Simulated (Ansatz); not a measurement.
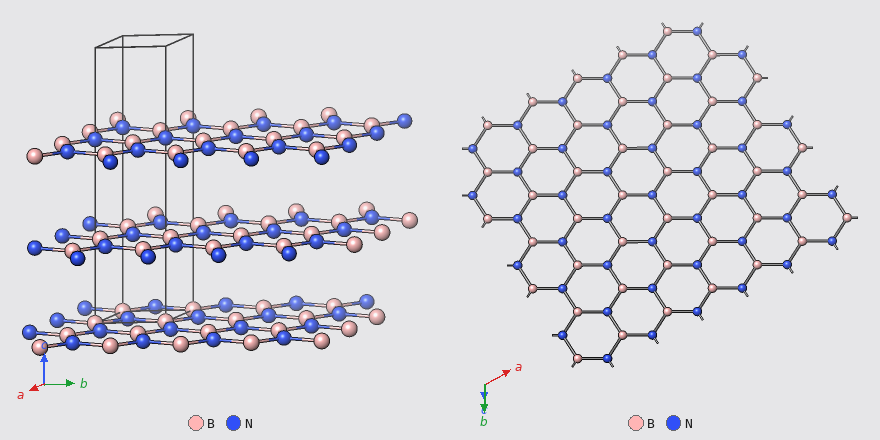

Left: the structure. Right: its underlying net. Nodes are coloured by element. One layer is drawn. Short stubs are edges that leave the cut-out.

System BN (space group R3m, No. 160); source of the atomic positions: coordinates from a relaxation with DFT, PBE-D3(BJ), plane waves, PAW (Ansatz 0.2.0).

Bonds are taken as B–N below 1.6 Å; no other contact counts. The graph is simplified in the usual way: terminal and isolated atoms are pruned, two-connected atoms become edges.

The result is a uninodal 3-connected, two-periodic (layers) net: B and N are 3-connected nodes. It is the hcb net, known from graphene. The layers lie parallel to (001).

```json
{"node": "B and N", "links": "3", "point symbol": "6³", "coordination sequence": "3 6 9 12 15 18 21 24 27 30"}
```
